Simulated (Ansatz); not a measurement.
# What a change does: single-point calculation on SnO2

System: SnO2 (6 atoms in the cell).
Method of run A: DFT PBE, scalar-relativistic, plane waves, PAW, no spin polarisation (Ansatz 0.2.0).

The structure derives from an entry of the Crystallography Open Database. Text and figures count atoms from 1; the logs count them from 0 in places.

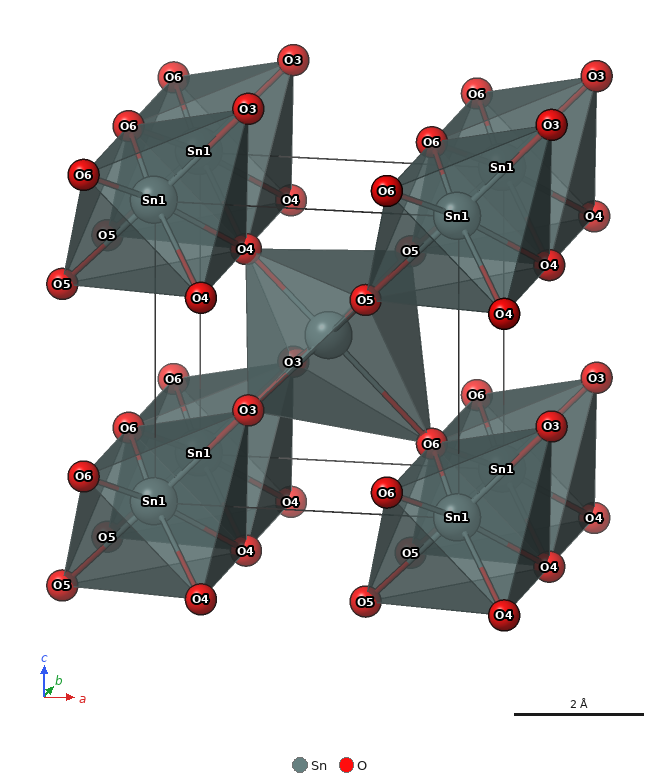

**Figure 1.** The input geometry (polyhedral view of the cell of the calculation, set on other vectors, seen slightly off an axis; polyhedra are completed across the faces of the cell; atoms are numbered from 1 in the order of the input). An atom can appear more than once, as a periodic image.

### Input, run A
```yaml
crystal:
  lattice:
    - [4.8277049961, 0.0, 0.0]
    - [0.0, 4.8277049961, 0.0]
    - [0.0, 0.0, 3.2379909406]
  atoms:
    - { symbol: Sn, position: [-0.0051167567, 0.0040917974, 0.0] }
    - { symbol: Sn, position: [0.4967343987, 0.5011071397, 0.5] }
    - { symbol: O, position: [0.3066050863, 0.3220311523, 0.0] }
    - { symbol: O, position: [0.2244927863, 0.7718913831, 0.5] }
    - { symbol: O, position: [0.6933949137, 0.7088209797, 0.0] }
    - { symbol: O, position: [0.8377029589, 0.1586812105, 0.5] }
basis:
  ecutwfc: 420
kpoints:
  mp_grid: { grid: [6, 6, 8] }
hamiltonian:
  xc: pbe
scf:
  occupations: { method: gaussian, width: 0.05 }
output:
  forces: true
  stress: true
  eigenvalues: true
```

Command:
```bash
ansatz run input.yaml --threads 2 --pin off --max-ram 5120MiB --backend cpu --events-out ev --progress --plain --runs-dir out
```

Hardware: 2 threads of AMD EPYC (Zen 3), 189 GiB of memory available, shared host.

### Output, shortened to warnings, some set-up lines, iterations and results (run A)
```
Basis set: ecut = 420 eV, 1495 PW (Γ), exchange–correlation on 72×72×48 points (8 copies of the dense FFT grid, shifted against one another)
Symmetry: 2 space group operations
k-points: 100 of 288 (time reversal used)
Initial density: superposition of atomic densities (neutral atoms: chi_scale 0, normalization atom), corrected by the library's trained network
[...]
SCF iter   1: F=—  HF=-14316.820740 eV  |F-HF|=—  |Δ(HF+E_count)|=         —  Δρ=1.71e-3  dr2=1.12e-3  ethr=1.77e-3  ⟨swp⟩=6.1  Hψ=14338  notcnv=0  defer=5
SCF iter   2: F=—  HF=-14316.823238 eV  |F-HF|=—  |Δ(HF+E_count)|=   2.50e-3  Δρ=8.53e-4  dr2=2.37e-4  ethr=2.15e-6  ⟨swp⟩=2.0  Hψ=6615  notcnv=0  defer=17
SCF iter   3: F=—  HF=-14316.823505 eV  |F-HF|=—  |Δ(HF+E_count)|=   2.66e-4  Δρ=4.09e-4  dr2=6.97e-5  ethr=4.56e-7  ⟨swp⟩=2.2  Hψ=4079  notcnv=0
SCF iter   4: F=—  HF=-14316.823559 eV  |F-HF|=—  |Δ(HF+E_count)|=   5.46e-5  Δρ=8.09e-5  dr2=4.86e-6  ethr=1.34e-7  ⟨swp⟩=2.0  Hψ=4227  notcnv=0
SCF iter   5: F=—  HF=-14316.823561 eV  |F-HF|=—  |Δ(HF+E_count)|=   1.81e-6  Δρ=5.64e-5  dr2=1.93e-6  ethr=9.35e-9  ⟨swp⟩=2.4  Hψ=4917  notcnv=0
SCF iter   6: F=—  HF=-14316.823561 eV  |F-HF|=—  |Δ(HF+E_count)|=   6.72e-8  Δρ=1.73e-5  dr2=1.61e-7  ethr=3.71e-9  ⟨swp⟩=2.0  Hψ=4308  notcnv=0
SCF iter   7: F=-14316.823561 eV  HF=-14316.823561 eV  |F-HF|=8.81e-9  |Δ(HF+E_count)|=   1.34e-7  Δρ=6.46e-6  dr2=2.38e-8  ethr=1.92e-10  ⟨swp⟩=7.8  Hψ=12778  notcnv=0
SCF 1 converged in 7 iterations: F = -14316.823561 eV  dr2 = 2.38e-8
SCF converged after 7 iterations
Free energy (F): -14316.823561 eV
Harris-Foulkes:  -14316.823561 eV  (|F-HF|=8.81e-9)
Internal energy: -14316.823561 eV  (E = F + TS)
E sigma→0 (E₀):  -14316.823561 eV
Fermi energy:    9.142089 eV
--- Per-component energies (eV) ---
  E_band       = -155.529174
  E_kinetic    = 1081.719548
  E_local      = -3025.209938  (includes V_loc(G=0)·N_el)
  E_nonlocal   = 134.765659
  E_hartree    = 1552.869793
  E_xc         = -1054.062474
  E_vxc        = -562.692142  (∫ρ·V_xc dr)
  E_paw        = -8928.933486  (= ΣΔE_a)
  E_vpaw       = -889.865495  (= ΣTr[D̂ρ^β])
  E_aug_tail   = 0.009835  (compensation charges beyond the density's cutoff)
  E_ewald      = -4077.982499
  E_smearing   = -0.000000  (= −TS)
  E_closure    = -0.000000  (closes the sum)
  Σ components = -14316.823561   (vs F -14316.823561, Δ=0.00e0)
--- Forces (eV/Å), atoms counted from 1 ---
  atom   1  Sn     3.20578254    -2.51166892     0.00000000
  atom   2  Sn     2.96625016    -1.61101704     0.00000000
  atom   3  O     -0.07597005    -1.45104276     0.00000000
  atom   4  O     -3.86582524     4.11358408     0.00000000
  atom   5  O      0.05247311    -1.19459818     0.00000000
  atom   6  O     -2.28269257     2.65473686     0.00000000
  max |Σ_I F_I| component: 1.79e-5 eV/Å
--- Stress (GPa, compression-positive) ---
        7.758444      -6.286451       0.000000
       -6.286451       7.684304       0.000000
        0.000000       0.000000       9.641733
  P = ⅓ Tr σ = 8.3615 GPa (83.615 kbar)
```

The input of run B differs as follows (lines with − go, lines with + come):
```diff
-    - { symbol: Sn, position: [-0.0051167567, 0.0040917974, 0.0] }
-    - { symbol: Sn, position: [0.4967343987, 0.5011071397, 0.5] }
-    - { symbol: O, position: [0.3066050863, 0.3220311523, 0.0] }
-    - { symbol: O, position: [0.2244927863, 0.7718913831, 0.5] }
-    - { symbol: O, position: [0.6933949137, 0.7088209797, 0.0] }
-    - { symbol: O, position: [0.8377029589, 0.1586812105, 0.5] }
+    - { symbol: Sn, position: [-0.0008527928, 0.0006819662, 0.0] }
+    - { symbol: Sn, position: [0.4994557331, 0.5001845233, 0.5] }
+    - { symbol: O, position: [0.3066050863, 0.3091760973, 0.0] }
+    - { symbol: O, position: [0.1985778925, 0.8008194691, 0.5] }
+    - { symbol: O, position: [0.6933949137, 0.6959659247, 0.0] }
+    - { symbol: O, position: [0.8117880651, 0.1876092965, 0.5] }
```

Predict how the results change.

With the same functional and potentials, run B lies 186.0 meV per atom lower. The pressure goes from 8.36 to 0.23 GPa. The largest force goes from 5.645 to 0.689 eV/Å. The SCF takes 6 iterations against 7.

### Output, shortened to warnings, some set-up lines, iterations and results (run B)
```
Basis set: ecut = 420 eV, 1495 PW (Γ), exchange–correlation on 72×72×48 points (8 copies of the dense FFT grid, shifted against one another)
Symmetry: 2 space group operations
k-points: 100 of 288 (time reversal used)
Initial density: superposition of atomic densities (neutral atoms: chi_scale 0, normalization atom), corrected by the library's trained network
[...]
SCF iter   1: F=—  HF=-14317.937111 eV  |F-HF|=—  |Δ(HF+E_count)|=         —  Δρ=1.30e-3  dr2=5.55e-4  ethr=1.77e-3  ⟨swp⟩=6.0  Hψ=14023  notcnv=0  defer=10
SCF iter   2: F=—  HF=-14317.939032 eV  |F-HF|=—  |Δ(HF+E_count)|=   1.92e-3  Δρ=6.28e-4  dr2=1.14e-4  ethr=1.07e-6  ⟨swp⟩=2.2  Hψ=6636  notcnv=0  defer=20
SCF iter   3: F=—  HF=-14317.939299 eV  |F-HF|=—  |Δ(HF+E_count)|=   2.67e-4  Δρ=2.60e-4  dr2=3.18e-5  ethr=2.18e-7  ⟨swp⟩=3.0  Hψ=6067  notcnv=0
SCF iter   4: F=—  HF=-14317.939297 eV  |F-HF|=—  |Δ(HF+E_count)|=   1.73e-6  Δρ=5.13e-5  dr2=1.72e-6  ethr=6.11e-8  ⟨swp⟩=2.0  Hψ=4309  notcnv=0
SCF iter   5: F=—  HF=-14317.939299 eV  |F-HF|=—  |Δ(HF+E_count)|=   1.60e-6  Δρ=4.01e-5  dr2=9.31e-7  ethr=3.32e-9  ⟨swp⟩=2.2  Hψ=5137  notcnv=0
SCF iter   6: F=-14317.939299 eV  HF=-14317.939299 eV  |F-HF|=8.63e-8  |Δ(HF+E_count)|=   3.84e-8  Δρ=1.06e-5  dr2=4.75e-8  ethr=1.92e-10  ⟨swp⟩=6.8  Hψ=14459  notcnv=0
SCF 1 converged in 6 iterations: F = -14317.939299 eV  dr2 = 4.75e-8
SCF converged after 6 iterations
Free energy (F): -14317.939299 eV
Harris-Foulkes:  -14317.939299 eV  (|F-HF|=8.63e-8)
Internal energy: -14317.939299 eV  (E = F + TS)
E sigma→0 (E₀):  -14317.939299 eV
Fermi energy:    9.083784 eV
--- Per-component energies (eV) ---
  E_band       = -154.783687
  E_kinetic    = 1078.093467
  E_local      = -2965.565775  (includes V_loc(G=0)·N_el)
  E_nonlocal   = 133.859522
  E_hartree    = 1524.879566
  E_xc         = -1053.262091
  E_vxc        = -561.682436  (∫ρ·V_xc dr)
  E_paw        = -8928.367240  (= ΣΔE_a)
  E_vpaw       = -889.267227  (= ΣTr[D̂ρ^β])
  E_aug_tail   = 0.009857  (compensation charges beyond the density's cutoff)
  E_ewald      = -4107.586605
  E_smearing   = -0.000000  (= −TS)
  E_closure    = 0.000000  (closes the sum)
  Σ components = -14317.939299   (vs F -14317.939299, Δ=0.00e0)
--- Forces (eV/Å), atoms counted from 1 ---
  atom   1  Sn     0.53844247    -0.43030281     0.00000000
  atom   2  Sn     0.34776526    -0.12064824     0.00000000
  atom   3  O     -0.00425604    -0.22516161     0.00000000
  atom   4  O     -0.45907530     0.50864810     0.00000000
  atom   5  O      0.00436512    -0.21294301     0.00000000
  atom   6  O     -0.42723270     0.48040070     0.00000000
  max |Σ_I F_I| component: 8.81e-6 eV/Å
--- Stress (GPa, compression-positive) ---
        0.202905      -0.167038       0.000000
       -0.167038       0.201423       0.000000
        0.000000       0.000000       0.278506
  P = ⅓ Tr σ = 0.2276 GPa (2.276 kbar)
```

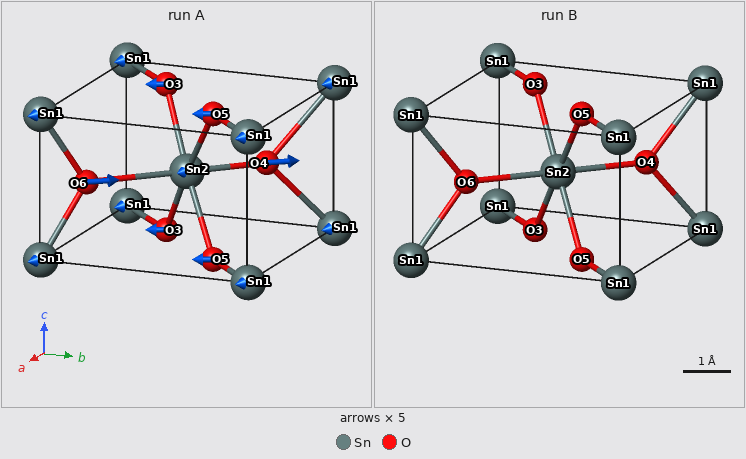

**Figure 2.** The two input geometries at one scale (ball-and-stick view of the cell of the calculation, seen slightly off an axis). The blue arrows on the first give the shifts of the atoms relative to the cell, with their mean removed, magnified 5 times. The largest moves, 0.15 Å, are those of O4 and O6. By element the largest moves are O 0.15 Å, Sn 0.07 Å. (The mean shift of all atoms is removed.) The cell stays as it was. Among the contacts that change: Sn2–O6 2.333 → 2.133 Å, Sn2–O4 1.854 → 2.053 Å, Sn1–O4 2.260 → 2.116 Å, Sn1–O6 1.938 → 2.062 Å.

### The two runs side by side

| quantity | run A | run B |
| --- | --- | --- |
| outcome | converged | converged |
| free energy per atom (eV) | −2386.1373 | −2386.3232 |
| gap on the mesh (eV) | 0.65 | 0.68 |
| pressure (GPa) | 8.36 | 0.23 |
| largest force (eV/Å) | 5.645 | 0.689 |
| SCF iterations | 7 | 6 |
| irreducible k-points | 100 | 100 |
| plane waves at Γ | 1495 | 1495 |
| wall time (shared host) | 20 s | 21 s |

For run A: The cell is under a pressure of 8.4 GPa at this level, so it is not at its equilibrium volume.
